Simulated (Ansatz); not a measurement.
# Al: a changed input and its effect

System: Al (1 atom in the cell).
Method of the first run: DFT r2SCAN, scalar-relativistic, plane waves, PAW, no spin polarisation (Ansatz 0.2.0).

The structure derives from a Materials Project entry. Text and figures count atoms from 1; the logs count them from 0 in places.

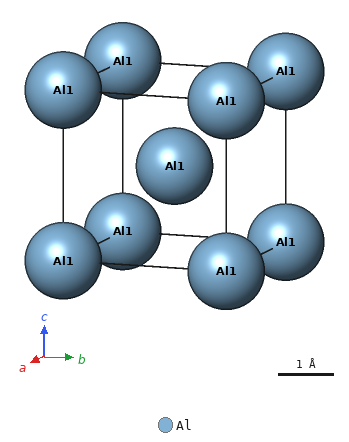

Figure 1. The structure (spheres-only view of the cell 2 times as large as that of the calculation, set on its symmetry axes, seen slightly off an axis; atoms are numbered from 1 in the order of the input).

**Input file, the first run**
```yaml
crystal:
  lattice:
    - [-1.59121869, 1.59121869, 1.59121869]
    - [1.59121869, -1.59121869, 1.59121869]
    - [1.59121869, 1.59121869, -1.59121869]
  atoms:
    - { symbol: Al, position: [0.0, 0.0, 0.0] }
basis:
  ecutwfc: 500
kpoints:
  mp_grid: { grid: [8, 8, 8] }
hamiltonian:
  xc: r2scan
scf:
  occupations: { method: gaussian, width: 0.1 }
output:
  forces: true
  stress: true
  eigenvalues: true
```

Launched with:
```bash
ansatz run input.yaml --threads 1 --pin off --max-ram 2560MiB --backend cpu --events-out ev --progress --plain --runs-dir out
```

Hardware: 1 thread of Intel Xeon (Sapphire Rapids), 192 GiB of memory available, shared host.

**Output, shortened to warnings, some set-up lines, iterations and results (the first run)**
```
Basis set: ecut = 500 eV, 381 PW (Γ), exchange–correlation on 96×96×96 points (64 copies of the dense FFT grid, shifted against one another)
Symmetry: 48 space group operations
k-points: 29 of 512
Initial density: superposition of atomic densities (neutral atoms: chi_scale 0, normalization atom), corrected by the library's trained network
[...]
SCF iter   1: F=—  HF=-540.250313 eV  |F-HF|=—  |Δ(HF+E_count)|=         —  Δρ=4.26e-3  dr2=3.26e-3  dr2_τ=4.45e-3  ethr=1.77e-3  ⟨swp⟩=4.6  Hψ=1523  notcnv=0
SCF iter   2: F=—  HF=-540.257376 eV  |F-HF|=—  |Δ(HF+E_count)|=   7.06e-3  Δρ=2.96e-3  dr2=1.55e-3  dr2_τ=3.51e-6  ethr=1.09e-4  ⟨swp⟩=2.9  Hψ=531  notcnv=0  defer=9
SCF iter   3: F=—  HF=-540.257157 eV  |F-HF|=—  |Δ(HF+E_count)|=   2.19e-4  Δρ=1.70e-3  dr2=4.92e-4  dr2_τ=8.40e-7  ethr=5.16e-5  ⟨swp⟩=1.0  Hψ=170  notcnv=0  defer=9
SCF iter   4: F=—  HF=-540.257091 eV  |F-HF|=—  |Δ(HF+E_count)|=   6.58e-5  Δρ=6.27e-4  dr2=6.57e-5  dr2_τ=5.46e-8  ethr=1.64e-5  ⟨swp⟩=1.0  Hψ=170  notcnv=0  defer=9
SCF iter   5: F=—  HF=-540.257083 eV  |F-HF|=—  |Δ(HF+E_count)|=   8.19e-6  Δρ=1.35e-4  dr2=2.99e-6  dr2_τ=2.06e-9  ethr=2.19e-6  ⟨swp⟩=1.0  Hψ=170  notcnv=0  defer=9
SCF iter   6: F=-540.257082 eV  HF=-540.257082 eV  |F-HF|=4.33e-9  |Δ(HF+E_count)|=   2.71e-7  Δρ=1.64e-5  dr2=4.33e-8  dr2_τ=3.32e-11  ethr=3.33e-9  ⟨swp⟩=4.6  Hψ=746  …
SCF 1 converged in 6 iterations: F = -540.257082 eV  dr2 = 4.33e-8
SCF converged after 6 iterations
Free energy (F): -540.257082 eV
Harris-Foulkes:  -540.257082 eV  (|F-HF|=4.33e-9)
Internal energy: -540.249881 eV  (E = F + TS)
E sigma→0 (E₀):  -540.253482 eV
Entropy (-TS):   -0.007202 eV (-7.202 meV/atom)
Fermi energy:    8.398116 eV
--- Per-component energies (eV) ---
  E_band       = 10.441887
  E_kinetic    = 23.321136
  E_local      = 10.718397  (includes V_loc(G=0)·N_el)
  E_nonlocal   = 9.684159
  E_hartree    = 0.085787
  E_xc         = -36.809538
  E_vxc        = -31.301694  (∫ρ·V_xc dr)
  E_paw        = -473.090369  (= ΣΔE_a)
  E_vpaw       = -3.394695  (= ΣTr[D̂ρ^β])
  E_aug_tail   = -0.000001  (compensation charges beyond the density's cutoff)
  E_vtau       = 1.242990  (kinetic-family band-sum trace: ∫τ·v_τ [+ j·A + Jᵃ·Aᵃ] dr)
  E_ewald      = -74.099344
  E_core_change = -0.060108  (= ΣΔE_core)
  E_smearing   = -0.007202  (= −TS)
  E_closure    = -0.000000  (closes the sum)
  Σ components = -540.257082   (vs F -540.257082, Δ=0.00e0)
--- Forces (eV/Å), atoms counted from 1 ---
  atom   1  Al     0.00000000     0.00000000    -0.00000000
  max |Σ_I F_I| component: 7.06e-34 eV/Å
--- Stress (GPa, compression-positive) ---
        0.308739      -0.000000      -0.000000
        0.000000       0.308739      -0.000000
        0.000000      -0.000000       0.308739
  P = ⅓ Tr σ = 0.3087 GPa (3.087 kbar)
```

The second run used a changed input.

**The two runs side by side**

| quantity | the first run | the second run |
| --- | --- | --- |
| outcome | converged | converged |
| free energy per atom (eV) | −540.2571 | −540.2990 |
| energy per atom, smearing taken to zero (eV) | −540.2535 | −540.2978 |
| gap on the mesh (eV) | 0.00 | 0.00 |
| pressure (GPa) | 0.31 | 0.47 |
| largest force (eV/Å) | 0.000 | 0.000 |
| SCF iterations | 6 | 6 |
| irreducible k-points | 29 | 195 |
| plane waves at Γ | 381 | 381 |
| wall time (shared host) | 0.87 s | 4 s |

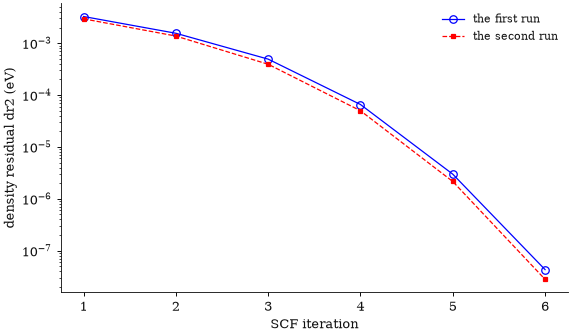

Figure 2. Convergence of the two runs: density residual dr2 against the SCF iteration. The first run takes 6 iterations in all, and the second run takes 6.

What was changed in the input?

The change (lines with − go, lines with + come):
```diff
-  mp_grid: { grid: [8, 8, 8] }
+  mp_grid: { grid: [18, 18, 18] }
+  populations: true
```

The free energy of the second run is 41.9 meV per atom lower, which measures how much it depends on this numerical setting. The pressure goes from 0.31 to 0.47 GPa. The number of SCF iterations is the same. The irreducible k-points go from 29 to 195.

**Output, shortened to warnings, some set-up lines, iterations and results (the second run)**
```
Basis set: ecut = 500 eV, 381 PW (Γ), exchange–correlation on 96×96×96 points (64 copies of the dense FFT grid, shifted against one another)
Symmetry: 48 space group operations
k-points: 195 of 5832
Initial density: superposition of atomic densities (neutral atoms: chi_scale 0, normalization atom), corrected by the library's trained network
[...]
SCF iter   1: F=—  HF=-540.292674 eV  |F-HF|=—  |Δ(HF+E_count)|=         —  Δρ=4.04e-3  dr2=2.94e-3  dr2_τ=4.36e-3  ethr=1.77e-3  ⟨swp⟩=4.6  Hψ=10340  notcnv=0
SCF iter   2: F=—  HF=-540.299246 eV  |F-HF|=—  |Δ(HF+E_count)|=   6.57e-3  Δρ=2.79e-3  dr2=1.37e-3  dr2_τ=2.79e-6  ethr=9.79e-5  ⟨swp⟩=3.0  Hψ=3595  notcnv=0  defer=68
SCF iter   3: F=—  HF=-540.299019 eV  |F-HF|=—  |Δ(HF+E_count)|=   2.27e-4  Δρ=1.52e-3  dr2=3.92e-4  dr2_τ=5.47e-7  ethr=4.58e-5  ⟨swp⟩=1.0  Hψ=1092  notcnv=0  defer=68
SCF iter   4: F=—  HF=-540.298966 eV  |F-HF|=—  |Δ(HF+E_count)|=   5.38e-5  Δρ=5.49e-4  dr2=4.98e-5  dr2_τ=3.96e-8  ethr=1.31e-5  ⟨swp⟩=1.0  Hψ=1092  notcnv=0  defer=68
SCF iter   5: F=—  HF=-540.298960 eV  |F-HF|=—  |Δ(HF+E_count)|=   5.18e-6  Δρ=1.15e-4  dr2=2.16e-6  dr2_τ=1.45e-9  ethr=1.66e-6  ⟨swp⟩=1.0  Hψ=1092  notcnv=0  defer=68
SCF iter   6: F=-540.298960 eV  HF=-540.298960 eV  |F-HF|=2.66e-9  |Δ(HF+E_count)|=   1.86e-7  Δρ=1.33e-5  dr2=2.81e-8  dr2_τ=2.06e-11  ethr=3.33e-9  ⟨swp⟩=4.6  Hψ=4854  …
SCF 1 converged in 6 iterations: F = -540.298960 eV  dr2 = 2.81e-8
SCF converged after 6 iterations
Free energy (F): -540.298960 eV
Harris-Foulkes:  -540.298960 eV  (|F-HF|=2.66e-9)
Internal energy: -540.296624 eV  (E = F + TS)
E sigma→0 (E₀):  -540.297792 eV
Entropy (-TS):   -0.002336 eV (-2.336 meV/atom)
Fermi energy:    8.265642 eV
--- Per-component energies (eV) ---
  E_band       = 10.392275
  E_kinetic    = 23.256477
  E_local      = 10.693549  (includes V_loc(G=0)·N_el)
  E_nonlocal   = 9.737601
  E_hartree    = 0.084354
  E_xc         = -36.815231
  E_vxc        = -31.306525  (∫ρ·V_xc dr)
  E_paw        = -473.093921  (= ΣΔE_a)
  E_vpaw       = -3.400496  (= ΣTr[D̂ρ^β])
  E_aug_tail   = -0.000001  (compensation charges beyond the density's cutoff)
  E_vtau       = 1.242945  (kinetic-family band-sum trace: ∫τ·v_τ [+ j·A + Jᵃ·Aᵃ] dr)
  E_ewald      = -74.099344
  E_core_change = -0.060108  (= ΣΔE_core)
  E_smearing   = -0.002336  (= −TS)
  E_closure    = -0.000000  (closes the sum)
  Σ components = -540.298960   (vs F -540.298960, Δ=0.00e0)
--- Forces (eV/Å), atoms counted from 1 ---
  atom   1  Al    -0.00000000     0.00000000    -0.00000000
  max |Σ_I F_I| component: 6.10e-34 eV/Å
--- Stress (GPa, compression-positive) ---
        0.469440       0.000000      -0.000000
        0.000000       0.469440      -0.000000
        0.000000       0.000000       0.469440
  P = ⅓ Tr σ = 0.4694 GPa (4.694 kbar)
--- Löwdin populations: 1 site ---
  site symbol       q [e]
     0     Al      2.9438
  spilling = 0.018729 (of n_electrons = 3.000000)
```
